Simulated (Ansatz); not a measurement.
**C in Au(111), 2x2: scattering by a point defect**

Wanted: the reflection from a plane of defects, C in Au(111), 2x2, and the resistivity it implies.

Program: Ansatz 0.2.0. Level of theory: Ansatz plane-wave DFT, PBE, PAW files; ballistic transport by layer matching (Landauer), zero bias; PAW set soft_1, in the first sound run; inputs show where later runs differ. Results are calculated unless marked as measured.

## (1) The starting structure

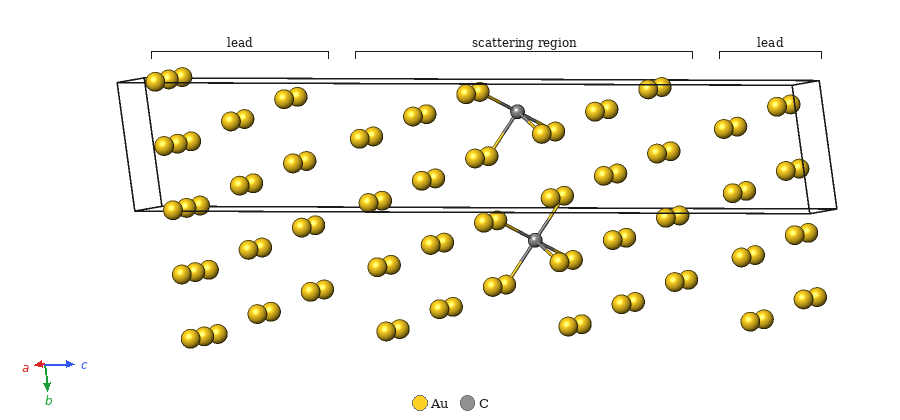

Start, viewed from the side, with the c axis across the page; gold yellow, carbon grey. 1×2×1 cells are drawn. Bonds to atoms that aren't drawn are left out. Some periodic images of atoms are drawn too.

The cell holds 45 atoms: 44 Au and 1 C. Its edges and angles: a = 5.768 Å, b = 5.768 Å, c = 25.954 Å, α = 86.8°, β = 93.2°, γ = 120.0°. It derives from Au. Regions: lead, 24 atoms (24 Au); scattering region, 21 atoms (20 Au and 1 C). The structure is stacked along c, and the current runs across the ab planes.

## (2) Transmission at ideal sites

The defect sits in one plane of the supercell, all atoms on ideal sites; the layers about the cell's end are the lead. The mesh across the current, 12×12, is finer than the density's, because channels open and close sharply across the zone. Energies from -0.1 to 0.1 eV in steps of 0.05 eV are too few for the program's thermal sum, so it prints no conductance; for a metal the transmission near the Fermi level serves, at a fraction of the cost.

Contents of input.yaml:

```yaml
crystal:
  lattice:
    - [5.7675164607, 0.0, 0.0]
    - [-2.8837582304, 4.9948157718, 0.0]
    - [-1.4418791152, 0.8324692953, 25.9003660885]
  atoms:
    - { symbol: Au, position: [0.0075757576, 0.9924242424, 0.0454545455] }
    - { symbol: Au, position: [0.0075757576, 0.4924242424, 0.0454545455] }
    - { symbol: Au, position: [0.5075757576, 0.9924242424, 0.0454545455] }
    - { symbol: Au, position: [0.5075757576, 0.4924242424, 0.0454545455] }
    - { symbol: Au, position: [0.1893939394, 0.3106060606, 0.1363636364] }
    - { symbol: Au, position: [0.1893939394, 0.8106060606, 0.1363636364] }
    - { symbol: Au, position: [0.6893939394, 0.3106060606, 0.1363636364] }
    - { symbol: Au, position: [0.6893939394, 0.8106060606, 0.1363636364] }
    - { symbol: Au, position: [0.3712121212, 0.1287878788, 0.2272727273] }
    - { symbol: Au, position: [0.3712121212, 0.6287878788, 0.2272727273] }
    - { symbol: Au, position: [0.8712121212, 0.1287878788, 0.2272727273] }
    - { symbol: Au, position: [0.8712121212, 0.6287878788, 0.2272727273] }
    - { symbol: Au, position: [0.053030303, 0.946969697, 0.3181818182] }
    - { symbol: Au, position: [0.053030303, 0.446969697, 0.3181818182] }
    - { symbol: Au, position: [0.553030303, 0.946969697, 0.3181818182] }
    - { symbol: Au, position: [0.553030303, 0.446969697, 0.3181818182] }
    - { symbol: Au, position: [0.2348484848, 0.2651515152, 0.4090909091] }
    - { symbol: Au, position: [0.2348484848, 0.7651515152, 0.4090909091] }
    - { symbol: Au, position: [0.7348484848, 0.2651515152, 0.4090909091] }
    - { symbol: Au, position: [0.7348484848, 0.7651515152, 0.4090909091] }
    - { symbol: Au, position: [0.4166666667, 0.0833333333, 0.5] }
    - { symbol: Au, position: [0.4166666667, 0.5833333333, 0.5] }
    - { symbol: Au, position: [0.9166666667, 0.0833333333, 0.5] }
    - { symbol: Au, position: [0.9166666667, 0.5833333333, 0.5] }
    - { symbol: Au, position: [0.0984848485, 0.9015151515, 0.5909090909] }
    - { symbol: Au, position: [0.0984848485, 0.4015151515, 0.5909090909] }
    - { symbol: Au, position: [0.5984848485, 0.9015151515, 0.5909090909] }
    - { symbol: Au, position: [0.5984848485, 0.4015151515, 0.5909090909] }
    - { symbol: Au, position: [0.2803030303, 0.2196969697, 0.6818181818] }
    - { symbol: Au, position: [0.2803030303, 0.7196969697, 0.6818181818] }
    - { symbol: Au, position: [0.7803030303, 0.2196969697, 0.6818181818] }
    - { symbol: Au, position: [0.7803030303, 0.7196969697, 0.6818181818] }
    - { symbol: C, position: [0.2575757576, 0.2424242424, 0.5454545455] }
    - { symbol: Au, position: [0.4621212121, 0.0378787879, 0.7727272727] }
    - { symbol: Au, position: [0.4621212121, 0.5378787879, 0.7727272727] }
    - { symbol: Au, position: [0.9621212121, 0.0378787879, 0.7727272727] }
    - { symbol: Au, position: [0.9621212121, 0.5378787879, 0.7727272727] }
    - { symbol: Au, position: [0.1439393939, 0.8560606061, 0.8636363636] }
    - { symbol: Au, position: [0.1439393939, 0.3560606061, 0.8636363636] }
    - { symbol: Au, position: [0.6439393939, 0.8560606061, 0.8636363636] }
    - { symbol: Au, position: [0.6439393939, 0.3560606061, 0.8636363636] }
    - { symbol: Au, position: [0.3257575758, 0.1742424242, 0.9545454545] }
    - { symbol: Au, position: [0.3257575758, 0.6742424242, 0.9545454545] }
    - { symbol: Au, position: [0.8257575758, 0.1742424242, 0.9545454545] }
    - { symbol: Au, position: [0.8257575758, 0.6742424242, 0.9545454545] }
kpoints:
  mp_grid: { grid: [5, 5, 1] }
hamiltonian:
  xc: pbe
  pseudopotentials: { kind: paw, azcp: { folder: soft_1 } }
scf:
  occupations: { method: fermi_dirac, width: 0.1 }
output:
  transmission: { leads: [[0, 4]], kmesh: [12, 12], e_range: [-0.1, 0.1], de: 0.05 }
  write_potential: true
  write_density: true
  volumetric_format: npy
  elf: true
```

Run with:

```console
> ansatz run input.yaml --threads 4 --pin off --max-ram 15360MiB --backend cpu --events-out ev --progress --plain --runs-dir out
```

Numbers of over 12 decimals in the logs are rounded to 6 here.

Output:

```text
Engine: ansatz 0.2.0, aarch64-unknown-linux-gnu
Pseudopotentials: kind: paw
Pseudopotential: Au, paw, valence charge 19, recommended cutoff 420 eV (normal), soft_1/Au.paw.azcp
Pseudopotential: C, paw, valence charge 4, recommended cutoff 420 eV (normal), soft_1/C.paw.azcp
Functional definition: PBE
  parameter kappa = 0.804
  parameter beta = 0.066725
  exchange = pbe_x(kappa = kappa, mu = beta*pi^2/3)
  correlation = pbe_c(beta = beta)
Crystal: 45 atoms, lattice volume = 746.130 Å³
Basis set: ecut = 420 eV, 14649 PW (Γ)
Bands: 504, of which v1, the nominal top of the filled ones, is band 420 counted from 1 (419 counted from 0)
Symmetry: 4 space group operations
Space group: C2/m (ITA 12), of the structure as read, at distance tolerance 9.1e-5 Å
k-points: 9 of 25
Non-local potential: Au, projectors of the file, l = 0: 3, l = 1: 2, l = 2: 2, l = 3: 1
Non-local potential: C, projectors of the file, l = 0: 2, l = 1: 2, l = 2: 1
PAW form: soft (Blöchl's): semilocal exchange-correlation on the pseudo side does not see the compensation charge
PAW one-centre angular grid: Au, 590 points (default); XC on 64 Gauss nodes
PAW one-centre angular grid: C, 110 points (default); XC on 64 Gauss nodes
Initial density: superposition of atomic densities (chi_scale 0.1, normalization cell, long waves kept (reshape's long-wave potential 0.02 eV rms))
Initial wavefunctions: pseudopotential atomic-orbital guess
Functional: x = pbe(κ = 0.804, μ = 0.219515), c = pbe(β = 0.066725)
SCF iter   1: F=—  HF=-578910.411530 eV  |F-HF|=—  |Δ(HF+E_count)|=         —  Δρ=7.32e-2  dr2=4.98e1  ethr=3.10e-3  ⟨swp⟩=4.1  Hψ=13462  notcnv=0  defer=123
preconditioner: auto → Kerker (q_TF=auto, 2.783 Å⁻¹)  [metal: Δε(μ)=0.008 eV  Ē_g=10.218 eV  σ=0.100 eV  W_gap=0.02  n_scr=292 (ndim 8)  ℏωp=30.0 eV  f_vac=0.000  D(μ)=18.64/eV (n_scr^D=100)]
SCF iter   2: F=—  HF=-578899.668513 eV  |F-HF|=—  |Δ(HF+E_count)|=    1.07e1  Δρ=3.21e-2  dr2=1.19e1  ethr=3.10e-3  ⟨swp⟩=2.0  Hψ=7635  notcnv=0  defer=537
SCF iter   3: F=—  HF=-578897.343623 eV  |F-HF|=—  |Δ(HF+E_count)|=    2.32e0  Δρ=8.66e-3  dr2=1.79e0  ethr=1.42e-3  ⟨swp⟩=2.0  Hψ=6408  notcnv=0  defer=537
SCF iter   4: F=—  HF=-578897.373572 eV  |F-HF|=—  |Δ(HF+E_count)|=   2.99e-2  Δρ=1.78e-3  dr2=4.11e-1  ethr=2.13e-4  ⟨swp⟩=1.2  Hψ=5228  notcnv=0  defer=533
SCF iter   5: F=—  HF=-578897.367502 eV  |F-HF|=—  |Δ(HF+E_count)|=   6.07e-3  Δρ=6.94e-4  dr2=7.84e-2  ethr=4.89e-5  ⟨swp⟩=2.0  Hψ=4250  notcnv=0  defer=533
SCF iter   6: F=—  HF=-578897.365975 eV  |F-HF|=—  |Δ(HF+E_count)|=   1.53e-3  Δρ=4.18e-4  dr2=6.71e-3  ethr=9.34e-6  ⟨swp⟩=2.0  Hψ=5919  notcnv=0  defer=533
SCF iter   7: F=—  HF=-578897.365996 eV  |F-HF|=—  |Δ(HF+E_count)|=   2.06e-5  Δρ=1.44e-4  dr2=1.89e-4  ethr=7.99e-7  ⟨swp⟩=1.2  Hψ=3997  notcnv=0  defer=533
SCF iter   8: F=—  HF=-578897.365916 eV  |F-HF|=—  |Δ(HF+E_count)|=   7.99e-5  Δρ=4.05e-5  dr2=8.55e-5  ethr=2.25e-8  ⟨swp⟩=2.0  Hψ=7388  notcnv=0  defer=533
SCF iter   9: F=—  HF=-578897.366834 eV  |F-HF|=—  |Δ(HF+E_count)|=   9.18e-4  Δρ=1.62e-5  dr2=3.46e-6  ethr=1.02e-8  ⟨swp⟩=1.0  Hψ=4477  notcnv=0  defer=533
SCF iter  10: F=—  HF=-578897.366834 eV  |F-HF|=—  |Δ(HF+E_count)|=   1.99e-8  Δρ=4.12e-6  dr2=6.59e-7  ethr=4.12e-10  ⟨swp⟩=2.3  Hψ=6596  notcnv=0  defer=533
SCF iter  11: F=-578897.366834 eV  HF=-578897.366834 eV  |F-HF|=3.95e-8  |Δ(HF+E_count)|=   2.37e-8  Δρ=1.49e-6  dr2=4.55e-8  ethr=1.19e-11  ⟨swp⟩=8.7  Hψ=21453  notcnv=0
SCF 1 converged in 11 iterations: F = -578897.366834 eV  dr2 = 4.55e-8
  greatest PAW one-centre occupation: 1.000 electrons in one spin orbital (limit 2), on the Au atom at site 43 (counted from 0), in its partial waves of l = 0
transmission: 163 of 1591 steps passed
transmission: 319 of 1591 steps passed
[...]
transmission: 1591 of 1591 steps passed
SCF converged after 11 iterations
Free energy (F): -578897.366834 eV
Harris-Foulkes:  -578897.366834 eV  (|F-HF|=3.95e-8)
Internal energy: -578896.802047 eV  (E = F + TS)
E sigma→0 (E₀):  -578897.084441 eV
Entropy (-TS):   -0.564787 eV (-12.551 meV/atom)
Fermi energy:    20.941345 eV
--- Per-component energies (eV) ---
  E_band       = -8927.891391
  E_kinetic    = 25548.868784
  E_local      = -74444.383124  (includes V_loc(G=0)·N_el)
  E_nonlocal   = 4336.217866
  E_hartree    = 32325.795797
  E_xc         = -9537.868317
  E_vxc        = -11587.586150  (∫ρ·V_xc dr)
  E_paw        = -428289.025650  (= ΣΔE_a)
  E_vpaw       = -17432.665841  (= ΣTr[D̂ρ^β])
  E_aug_tail   = 0.075249  (compensation charges beyond the density's cutoff)
  E_ewald      = -128836.482653
  E_smearing   = -0.564787  (= −TS)
  E_closure    = -0.000000  (closes the sum)
  Σ components = -578897.366834   (vs F -578897.366834, Δ=0.00e0)
--- Band table (eV; the first three rows and the last of 9) ---
  k-point 0: bands = [... 416 lower, 20.9167, 20.9358, 21.1555, 21.3615, 21.4587, 21.5165, 21.6582, 21.6706, ... 80 higher]
  k-point 1: bands = [... 416 lower, 20.5944, 20.7261, 20.7850, 20.8620, 20.8927, 20.9497, 21.0344, 21.1390, ... 80 higher]
  k-point 2: bands = [... 416 lower, 20.6932, 20.7355, 20.7954, 20.8649, 20.9979, 21.0172, 21.1973, 21.2701, ... 80 higher]
  k-point 8: bands = [... 416 lower, 20.6738, 20.7168, 20.7221, 20.8771, 20.9697, 20.9816, 21.0336, 21.4523, ... 80 higher]
--- Transmission ---
  basis      : 253 plane waves across, 37 finite elements along
  points     : 43, standing for a mesh of 12 x 12
  energies   : 5 from -0.100000 to 0.100000 eV about the Fermi level, 0.050000 eV apart; the leads are filled to 0.000000 eV, and channels, transmission and decay are at 0.000000 eV
  crystal 0  : Au4, at the sites [0, 4], period 2.3546 Å, over 25.90 Å; its Hamiltonian steps by up to 1.8 meV
    offset         : up to 0.0000 Å between an atom of the period and one for which it stands
    channels       : 3.187500e0 a spin
    conductance    : none, the energies end too early or step too widely for 300 K: set another output.transmission.e_range or a lower de, or, where they end at an eighth of basis.ecutwfc, a higher one
  junction   : crystal 0 to crystal 0, 1.66 to 25.20 Å
    transmission   : 2.196474e0 a spin
    conductance    : none, the energies end too early or step too widely for 300 K: set another output.transmission.e_range or a lower de, or, where they end at an eighth of basis.ecutwfc, a higher one
```

It took 8.9 min on 4 threads of Arm Neoverse V1, shared host; peak memory 6.5 GiB; 33 min of CPU time.

The column dr2 measures how far the density is from self-consistency, as an energy; F and HF (Harris–Foulkes) agree once it is small.

Numbers from this step:

```yaml
free_energy: -578897.3668 eV
energy_at_zero_smearing: -578897.0844 eV
fermi_energy: 20.94 eV
cell_area: 28.81 Å²
transmission_per_spin_nearest_the_fermi_level: 2.196
open_channels_per_spin_nearest_the_fermi_level: 3.188
step_of_the_lead_s_potential: 1.8 meV
```

Per spin. The transmission, zone mean by energy, zero at the Fermi level:

| energy (eV) | transmission, zone mean |
| --- | --- |
| -0.1000 | 2.19 |
| -0.0500 | 2.19 |
| 0.0000 | 2.20 |
| 0.0500 | 2.19 |
| 0.1000 | 2.17 |

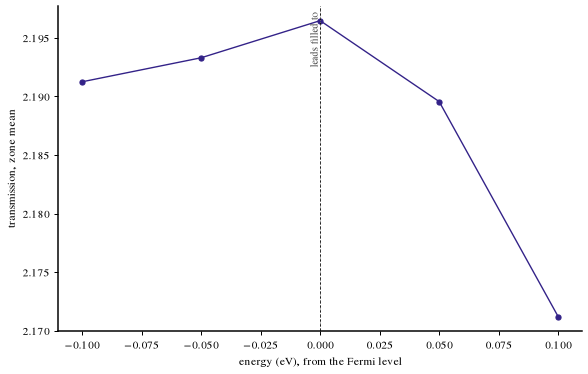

Transmission, zone mean, plotted against energy.

Per spin. Table of open channels, zone mean, lead by energy, zero at the Fermi level:

| energy (eV) | open channels, zone mean, lead |
| --- | --- |
| -0.1000 | 3.19 |
| -0.0500 | 3.19 |
| 0.0000 | 3.19 |
| 0.0500 | 3.19 |
| 0.1000 | 3.15 |

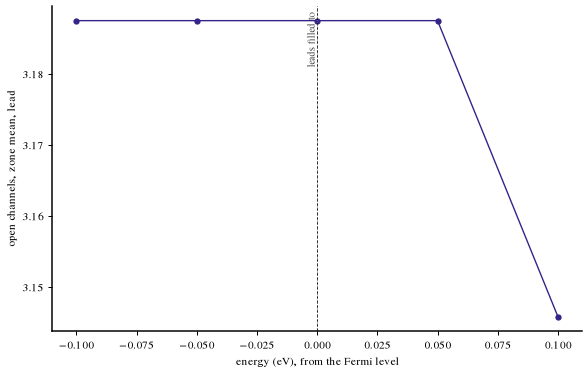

Open channels, zone mean, lead against energy.

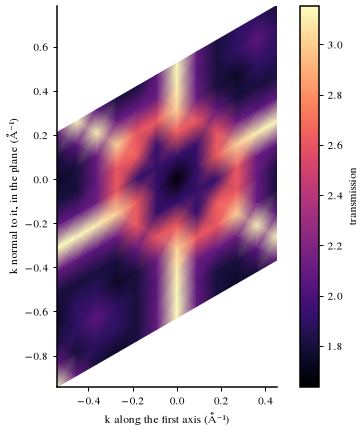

Transmission over k1 and k2. At 0.0000 eV from the Fermi level.

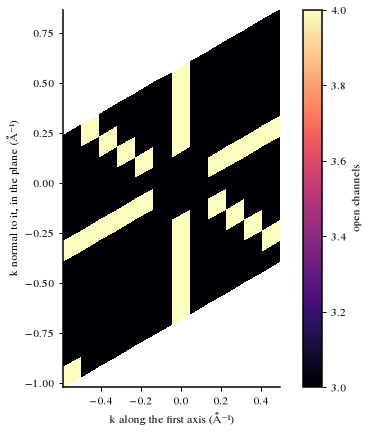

Open channels over k1 and k2. At 0.0000 eV from the Fermi level.

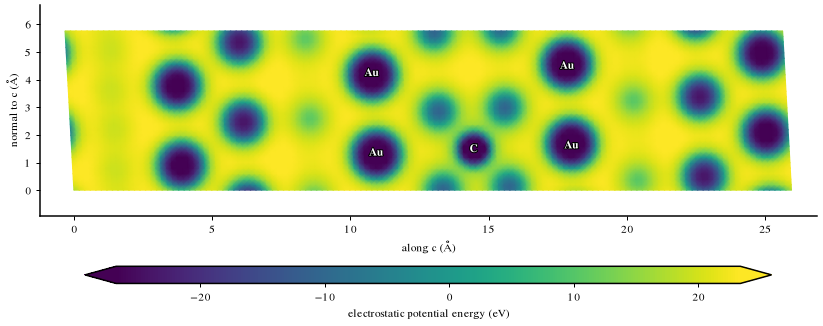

Electrostatic potential energy in the ca plane at fractional y = 0.242, with atoms of Au and C within 0.2 Å of it. With pseudopotentials it is smooth inside the atoms' cores, unlike the true potential.

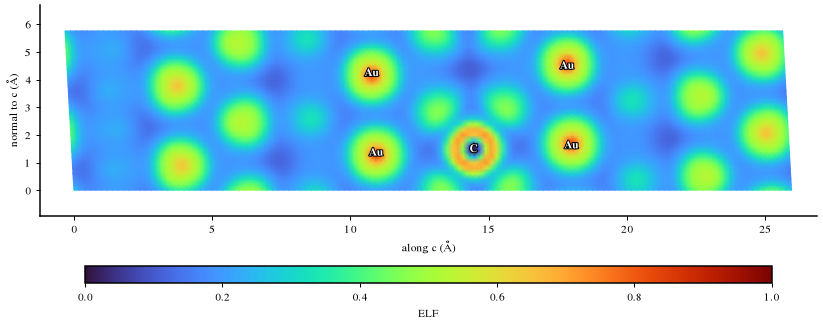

ELF in the ca plane at fractional y = 0.242, with atoms of Au and C within 0.2 Å of it. It is the smooth field of the valence electrons, not physical close to the nuclei.

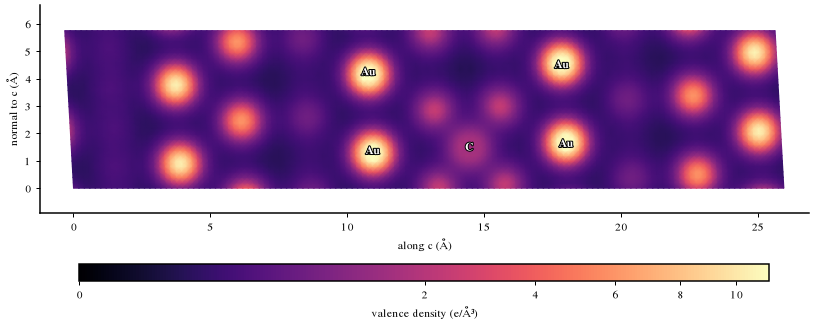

Valence density in the ca plane at fractional y = 0.242, with atoms of Au and C within 0.2 Å of it. It is the smooth field of the valence electrons, not physical close to the nuclei. The colour scale is stretched toward low values.

Over the solved energies the transmission per spin lies between 2.17 and 2.20, out of 3.18 channels of the lead on average (up to 3.19).

## (3) Resistance at ideal sites

This step: Ansatz plane-wave DFT, PBE, PAW files; ballistic transport by layer matching (Landauer), zero bias; area resistance of the defect plane and resistivity an atomic per cent; PAW set soft_1 (Ansatz 0.2.0).

Numbers from this step:

```
area resistance                                                                                 : 0.5289 fΩ m²
T over the leads' mean channel count                                                            : 0.6880
resistivity per at.% scaled from this dense plane, with the factor 3/4 for isotropic scattering : 6.739 µΩ cm
```

Averaged over the energies near the Fermi level, 68.8 % of the channels pass, which makes 0.529 fΩ m².

By hand, with T and the leads' channels N averaged over the energies near the Fermi level: RA = A (h/2e²)(1/T − 1/N) = 28.81×10⁻²⁰ m² × 12 906 Ω × (1/2.193 − 1/3.188) = 0.529 fΩ m². Per atomic per cent: RA × A / V_atom × 0.01 × 3/4 = 6.74 µΩ cm, with the host's V_atom = 16.96 Å³.

[end of part 1 of 3]

[Logs are printed without paths, hosts, clocks, repeated set-up lines and the standing remarks that a program may print on its own settings, such as how far it seeks lower states.]

[Hosts, paths, dates, database ids (printed as entryN), source tags and the programs' standing remarks are cut or masked in the printed files.]
